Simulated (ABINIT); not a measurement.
Run report: SrO, positron calculation (part 1 of 2)

- system: SrO (Fm-3m, 2 atoms in the cell)
- method: Kohn-Sham DFT of a periodic cell, PBEsol, JTH PAW PBE v2.0, no spin polarisation (ABINIT 10.8.3)

The structure derives from an entry of the Crystallography Open Database.

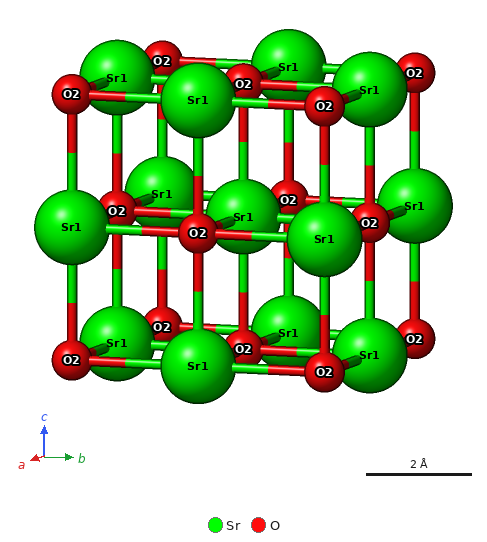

*The structure as given in the input (ball-and-stick view of the cell 4 times as large as that of the calculation, set on its symmetry axes, seen slightly off an axis; atoms are numbered from 1 in the order of the input).*

**Input file**
```
# Datasets
ndtset 2

# Pseudopotentials
pp_dirpath "./"
pseudos "Sr.GGA_PBE-JTH.xml, O.GGA_PBE-JTH.xml"

# Structure
acell 3*1.0
rprim
     0.0000000000     4.8496041536     4.8496041536
     4.8496041536     0.0000000000     4.8496041536
     4.8496041536     4.8496041536     0.0000000000
ntypat 2
znucl 38 8
natom 2
typat 1 2
xred
            1/2            1/2            1/2
            0.0            0.0            0.0

# Plane-wave basis
ecut 19.0
pawecutdg 38.0

# Exchange and correlation
ixc -116133

# SCF cycle
nstep 80

# Output
iomode 3
prteig 0
prtebands 0
prtwf 0

# Dataset 1: electrons
kptopt1 1
ngkpt1 6 6 6
nshiftk1 1
shiftk1 0.0 0.0 0.0
nband1 12
occopt1 3
tsmear1 0.00183747
tolvrs1 1.0e-10
prtden1 1

# Dataset 2: positron in the electrons' density
positron2 1
ixcpositron2 11
getden2 1
kptopt2 0
nkpt2 1
kpt2 0.0 0.0 0.0
nband2 1
occopt2 2
occ2 1.0
posocc2 1.0
toldfe2 1.0e-9
optforces2 0
optstress2 0
prtden2 0
```

Launched with:
```bash
abinit run.abi > log 2>&1
```

**What the program printed**
```
.Version 10.8.3 of ABINIT
 DATASET    1 : space group Fm -3 m (#225); Bravais cF (face-center cubic)
================================================================================
 Values of the parameters that define the memory need for DATASET  1.
     intxc =       0    ionmov =       0      iscf =      17    lmnmax =      18
     lnmax =       6     mgfft =      30  mpssoang =       3    mqgrid =    3001
     natom =       2  nloc_mem =       2    nspden =       1   nspinor =       1
    nsppol =       1      nsym =      48    n1xccc =       1    ntypat =       2
    occopt =       3   xclevel =       2
       mpw =         911          nfft =       27000          nkpt =          16
 PAW method is used; the additional fine FFT grid is defined by:
   mgfftf=        40    nfftf =     64000
================================================================================
================================================================================

 DATASET    2 : space group Fm -3 m (#225); Bravais cF (face-center cubic)
================================================================================
 Values of the parameters that define the memory need for DATASET  2.
     intxc =       0    ionmov =       0      iscf =      17    lmnmax =      18
     lnmax =       6     mgfft =      30  mpssoang =       3    mqgrid =    3001
     natom =       2  nloc_mem =       2    nspden =       1   nspinor =       1
    nsppol =       1      nsym =      48    n1xccc =       1    ntypat =       2
    occopt =       2   xclevel =       2
       mpw =         447          nfft =       27000          nkpt =           1
 PAW method is used; the additional fine FFT grid is defined by:
   mgfftf=        40    nfftf =     64000
================================================================================
================================================================================

--------------------------------------------------------------------------------
------------- Echo of variables that govern the present computation ------------
--------------------------------------------------------------------------------
 -outvars: echo values of preprocessed input variables --------
            acell      1.0000000000E+00  1.0000000000E+00  1.0000000000E+00 Bohr
              amu      8.76200000E+01  1.59994000E+01
             ecut      1.90000000E+01 Hartree
           getden1          0
           getden2          1
              ixc     -116133
      ixcpositron1          1
      ixcpositron2         11
           jdtset        1    2
           kptopt1          1
           kptopt2          0
         kptrlatt        6    0    0      0    6    0      0    0    6
          kptrlen1     4.11502558E+01
          kptrlen2     3.00000000E+01
            natom           2
            nband1         12
            nband2          1
           ndtset           2
            ngfft          30      30      30
          ngfftdg          40      40      40
             nkpt1         16
             nkpt2          1
            nstep          80
             nsym          48
           ntypat           2
           occopt1          3
           occopt2          2
        optforces1          2
        optforces2          0
        optstress1          1
        optstress2          0
        pawecutdg      3.80000000E+01 Hartree
         positron1          0
         positron2          1
           prtden1          1
           prtden2          0
        prtebands           0
           prteig           0
            prtwf           0
            rprim      0.0000000000E+00  4.8496041536E+00  4.8496041536E+00
                       4.8496041536E+00  0.0000000000E+00  4.8496041536E+00
                       4.8496041536E+00  4.8496041536E+00  0.0000000000E+00
           shiftk1     0.00000000E+00  0.00000000E+00  0.00000000E+00
           shiftk2     5.00000000E-01  5.00000000E-01  5.00000000E-01
          spgroup         225
           toldfe1     0.00000000E+00 Hartree
           toldfe2     1.00000000E-09 Hartree
           tolvrs1     1.00000000E-10
           tolvrs2     0.00000000E+00
           tsmear1     1.83747000E-03 Hartree
           tsmear2     1.00000000E-02 Hartree
            typat      1  2
           useylm           1
           xangst      2.5662999982E+00  2.5662999982E+00  2.5662999982E+00
                       0.0000000000E+00  0.0000000000E+00  0.0000000000E+00
            xcart      4.8496041536E+00  4.8496041536E+00  4.8496041536E+00
                       0.0000000000E+00  0.0000000000E+00  0.0000000000E+00
             xred      5.0000000000E-01  5.0000000000E-01  5.0000000000E-01
                       0.0000000000E+00  0.0000000000E+00  0.0000000000E+00
            znucl       38.00000    8.00000

================================================================================

 chkinp: Checking input parameters for consistency, jdtset=   1.

 chkinp: Checking input parameters for consistency, jdtset=   2.

================================================================================
== DATASET  1 ==================================================================

--- !DatasetInfo
iteration_state: {dtset: 1, }
dimensions: {natom: 2, nkpt: 16, mband: 12, nsppol: 1, nspinor: 1, nspden: 1, mpw: 911, }
cutoff_energies: {ecut:  19.0, pawecutdg:  38.0, }
electrons: {nelect:   1.60000000E+01, charge:   0.00000000E+00, occopt:   3.00000000E+00, tsmear:   1.83747000E-03, }
meta: {optdriver: 0, ionmov: 0, optcell: 0, iscf: 17, paral_kgb: 0, }
...

 Real(R)+Recip(G) space primitive vectors, cartesian coordinates (Bohr,Bohr^-1):
 R(1)=  0.0000000  4.8496042  4.8496042  G(1)= -0.1031012  0.1031012  0.1031012
 R(2)=  4.8496042  0.0000000  4.8496042  G(2)=  0.1031012 -0.1031012  0.1031012
 R(3)=  4.8496042  4.8496042  0.0000000  G(3)=  0.1031012  0.1031012 -0.1031012
 Unit cell volume ucvol=  2.2811239E+02 bohr^3
 Angles (23,13,12)=  6.00000000E+01  6.00000000E+01  6.00000000E+01 degrees

 Coarse grid specifications (used for wave-functions):

 getcut: wavevector=  0.0000  0.0000  0.0000  ngfft=  30  30  30
         ecut(hartree)=     19.000   => boxcut(ratio)=   2.23172

 getcut : COMMENT -
  Note that boxcut > 2.2 ; recall that boxcut=Gcut(box)/Gcut(sphere) = 2
  is sufficient for exact treatment of convolution.
  Such a large boxcut is a waste : you could raise ecut
  e.g. ecut=   23.657765 Hartrees makes boxcut=2

 Fine grid specifications (used for densities):

 getcut: wavevector=  0.0000  0.0000  0.0000  ngfft=  40  40  40
         ecut(hartree)=     38.000   => boxcut(ratio)=   2.10175

--- Pseudopotential description ------------------------------------------------
- pspini: atom type   1  psp file is ./Sr.GGA_PBE-JTH.xml
 Pseudopotential format is: paw10
 basis_size (lnmax)=  6 (lmn_size= 18), orbitals=   0   0   1   1   2   2
 Spheres core radius: rc_sph= 2.20669967
 Shapefunction is SIN type: shapef(r)=[sin(pi*r/rshp)/(pi*r/rshp)]**2
 Radius for shape functions =  1.70850426
 Compensation charge density is not taken into account in XC energy/potential

- pspini: atom type   2  psp file is ./O.GGA_PBE-JTH.xml
 Pseudopotential format is: paw10
 basis_size (lnmax)=  4 (lmn_size=  8), orbitals=   0   0   1   1
 Spheres core radius: rc_sph= 1.41465230
 Shapefunction is SIN type: shapef(r)=[sin(pi*r/rshp)/(pi*r/rshp)]**2
 Radius for shape functions =  1.20231231
 Compensation charge density is not taken into account in XC energy/potential

   4.46581426E+02                                ecore*ucvol(ha*bohr**3)
--------------------------------------------------------------------------------

================================================================================

--- !BeginCycle
iteration_state: {dtset: 1, }
solver: {iscf: 17, nstep: 80, nline: 4, wfoptalg: 10, }
tolerances: {tolvrs: 1.00E-10, }
...

     iter   Etot(hartree)      deltaE(h)  residm     nres2
 ETOT  1  -47.305215616869    -4.731E+01 9.954E-02 2.806E+01
 ETOT  2  -47.289461942904     1.575E-02 5.277E-03 3.177E+01
 ETOT  3  -47.251722427683     3.774E-02 2.063E-03 2.127E+00
 ETOT  4  -47.251406957477     3.155E-04 3.319E-04 2.117E-01
 ETOT  5  -47.250806023949     6.009E-04 1.553E-04 5.445E-03
 ETOT  6  -47.250841837542    -3.581E-05 5.940E-05 1.872E-03
 ETOT  7  -47.250836987340     4.850E-06 3.628E-05 9.700E-05
 ETOT  8  -47.250836959684     2.766E-08 3.081E-05 1.867E-06
 ETOT  9  -47.250836962068    -2.384E-09 2.454E-05 3.794E-07
 ETOT 10  -47.250836961622     4.456E-10 2.149E-05 1.721E-07
 ETOT 11  -47.250836961364     2.579E-10 1.658E-05 9.842E-09
 ETOT 12  -47.250836961357     7.034E-12 1.461E-05 1.318E-09
 ETOT 13  -47.250836961356     4.263E-13 1.098E-05 3.236E-10
 ETOT 14  -47.250836961356     3.482E-13 9.868E-06 7.283E-12

 At SCF step   14       nres2   =  7.28E-12 < tolvrs=  1.00E-10 =>converged.

 Cartesian components of stress tensor (hartree/bohr^3)
  sigma(1 1)=  3.64943008E-05  sigma(3 2)=  0.00000000E+00
  sigma(2 2)=  3.64943008E-05  sigma(3 1)=  0.00000000E+00
  sigma(3 3)=  3.64943008E-05  sigma(2 1)=  0.00000000E+00

--- !ResultsGS
iteration_state: {dtset: 1, }
comment   : Summary of ground state results
lattice_vectors:
- [  0.0000000,   4.8496042,   4.8496042, ]
- [  4.8496042,   0.0000000,   4.8496042, ]
- [  4.8496042,   4.8496042,   0.0000000, ]
lattice_lengths: [   6.85838,    6.85838,    6.85838, ]
lattice_angles: [ 60.000,  60.000,  60.000, ] # degrees, (23, 13, 12)
lattice_volume:   2.2811239E+02
convergence: {deltae:  3.482E-13, res2:  7.283E-12, residm:  9.868E-06, diffor: null, }
etotal    :  -4.72508370E+01
entropy   :   0.00000000E+00
fermie    :   2.30328635E-01
cartesian_stress_tensor: # hartree/bohr^3
- [  3.64943008E-05,   0.00000000E+00,   0.00000000E+00, ]
- [  0.00000000E+00,   3.64943008E-05,   0.00000000E+00, ]
- [  0.00000000E+00,   0.00000000E+00,   3.64943008E-05, ]
pressure_GPa:  -1.0737E+00
xred      :
- [  5.0000E-01,   5.0000E-01,   5.0000E-01, Sr]
- [  0.0000E+00,   0.0000E+00,   0.0000E+00,  O]
cartesian_forces: # hartree/bohr
- [ -0.00000000E+00,  -0.00000000E+00,  -0.00000000E+00, ]
- [ -0.00000000E+00,  -0.00000000E+00,  -0.00000000E+00, ]
force_length_stats: {min:   0.00000000E+00, max:   0.00000000E+00, mean:   0.00000000E+00, }
...

 Integrated electronic density in atomic spheres:
 ------------------------------------------------
 Atom  Sphere_radius  Integrated_density
    1        2.20670          7.33808627
    2        1.41465          4.50819198

================================================================================

 ----iterations are completed or convergence reached----
```
